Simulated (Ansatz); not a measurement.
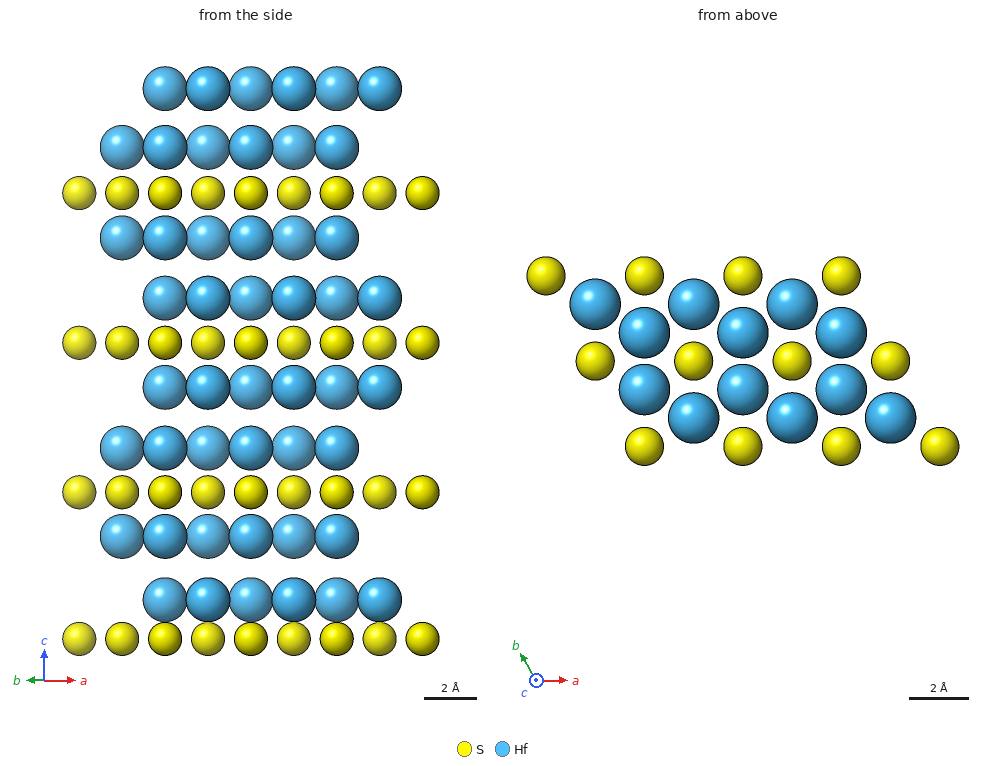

A spheres-only picture of a periodic slab, seen from the side and from above. The surface normal points up in side views; the vacuum is left out. 3×2 cells are drawn in the plane, with atoms at the edges repeated.

The cell holds 8 Hf, 4 S. The slab was cut from bulk Hf2S (P6_3/mmc).

**What is exposed at the top and at the bottom?**

The top face ends in Hf, the bottom face in S. The faces differ, so the slab can carry a dipole.

**What is the slab's thickness, atom centre to atom centre?**

About 21 Å from the lowest to the highest atom.

**State the number of planes and their content from above.**

Twelve planes: Hf / Hf / S / Hf / Hf / S / Hf / Hf / S / Hf / Hf / S.

**Which crystal face is exposed?**

(0 0 1).

Origin of the cell: a structure listed in the Materials Project, from which a slab was cut. The atoms were relaxed in a fixed cell with Ansatz, DFT PBEsol, scalar-relativistic, plane waves, PAW.
